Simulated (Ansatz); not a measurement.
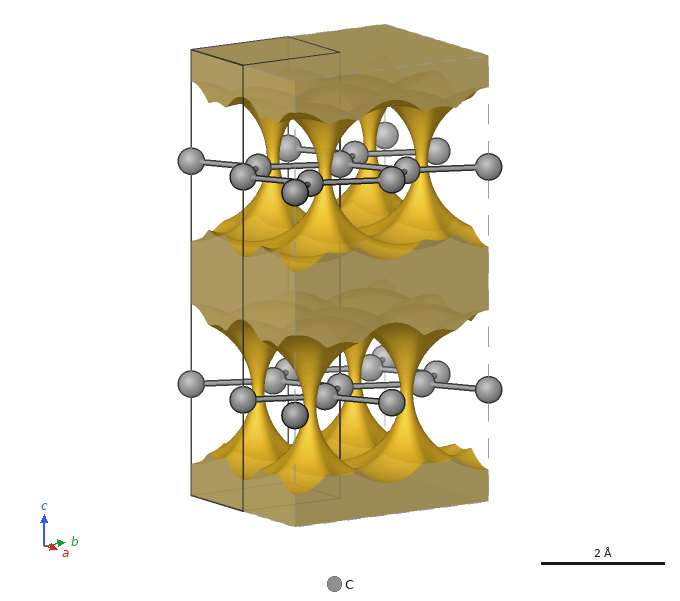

The yellow surface encloses the points that the centre of a probe sphere of radius 0.60 Å can occupy in C in space group P6_3/mmc, computed on a grid of about 0.10 Å (2×2×1 cells shown, view slightly off an axis; pale faces close the region where the box cuts it).

Atoms are hard spheres with touching radii (half the shortest distance): C 0.71 Å.

Source of the atomic positions: coordinates from a relaxation with Ansatz 0.2.0, DFT PBEsol, scalar-relativistic, plane waves, PAW.

```cif
data_structure
_symmetry_space_group_name_H-M 'P6_3/mmc'
_symmetry_Int_Tables_number 194
_cell_length_a 2.4589
_cell_length_b 2.4589
_cell_length_c 7.3070
_cell_angle_alpha 90.000
_cell_angle_beta 90.000
_cell_angle_gamma 120.000
_cell_volume 38.26
loop_
_atom_site_label
_atom_site_type_symbol
_atom_site_symmetry_multiplicity
_atom_site_Wyckoff_symbol
_atom_site_fract_x
_atom_site_fract_y
_atom_site_fract_z
_atom_site_occupancy
C1 C 2 b 0.00000 0.00000 0.25000 1
C2 C 2 c 0.33333 0.66667 0.25000 1
```

Q: Is the space open to the probe made of pockets or channels?

A: Where they connect, they form a three-dimensional network.

Q: What share of the cell can the probe's centre reach?

A: About 41 % of the volume (16 Å³ of 38.3 Å³).

Q: Give the largest included and the largest free sphere.

A: The largest sphere that fits anywhere has a diameter of 2.79 Å; the largest that can travel through the crystal, about 2.5 Å.

Q: How does the connectivity change as the probe shrinks?

A: Below a radius of about 1.25 Å the space forms a two-dimensional network in layers parallel to (001). Below a radius of about 0.71 Å the space forms a three-dimensional network. These are grid estimates, good to about 0.05 Å.
